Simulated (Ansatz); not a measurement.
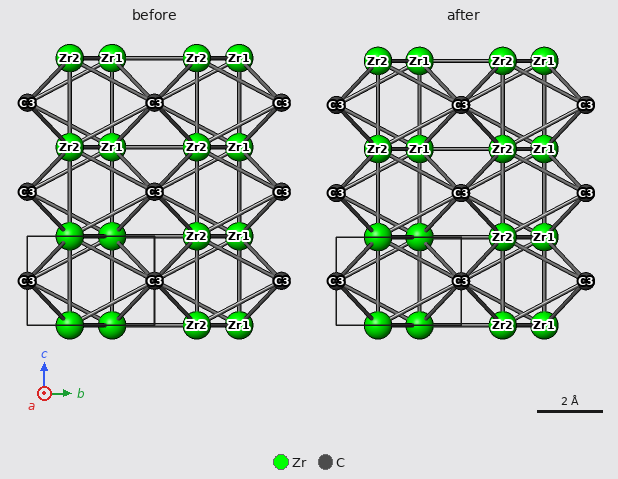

The structure of a crystal of Zr₂C (a generated structure, set up in P6/mmm) before (left) and after (right) a relaxation, at one scale.

A ball-and-stick model of the cell of the calculation, repeated 1 × 2 × 3 with one cell outlined, seen along the a axis.

The run lets cell and atoms move.

Computed with Kohn-Sham DFT of a periodic cell, PBEsol, spin-orbit coupling, Ansatz PAW (Ansatz).

The input:
```yaml
crystal:
  lattice:
    - [4.54136, 0.0, 0.0]
    - [-2.27068, 3.93293, 0.0]
    - [0.0, 0.0, 2.75646]
  atoms:
    - { symbol: Zr, position: [0.33333, 0.66667, 0.0] }
    - { symbol: Zr, position: [0.66667, 0.33333, 0.0] }
    - { symbol: C, position: [0.0, 0.0, 0.5] }
hamiltonian:
  xc: pbesol
  pseudopotentials: { kind: paw_fr }
magnetization:
  noncollinear: true
  spin_orbit: true
kpoints:
  mp_grid: { grid: [5, 5, 7] }
scf:
  occupations: { method: fermi_dirac, width: 0.05 }
output:
  forces: true
  stress: true
  eigenvalues: true
  write_density: true
  write_potential: true
  elf: true
  volumetric_format: npy
relax:
  f_tol: 0.01
  max_steps: 40
  cell: { stress_tol: 0.05 }
```

Launched with:
```bash
ansatz run input.yaml --threads 2 --pin off --max-ram 5632MiB --backend cpu --events-out ev --progress --plain --runs-dir out
```

Q: Summarise the run.

A: No atom moves by more than 0.005 Å relative to the cell. The volume changes by −4.6 %, with a = b 4.541 → 4.459 Å (−1.8 %), c 2.756 → 2.728 Å (−1.0 %). Near-neighbour distances that change, for instance: Zr1–C3 2.962 → 2.913 Å, Zr1–Zr2 2.622 → 2.574 Å, Zr1–Zr1 2.756 → 2.728 Å. The space group stays P6/mmm (No. 191). After 4 accepted moves (5 points after the start) the energy has fallen by 11.0 meV per atom. All forces vanish by symmetry, so only the cell relaxes. Pressure: −4.43 GPa at the start and −0.04 GPa at the end. At 1 point the geometry stayed and the basis and grid were re-selected for the new cell (energy shift of 0.5 meV per atom at most each time).
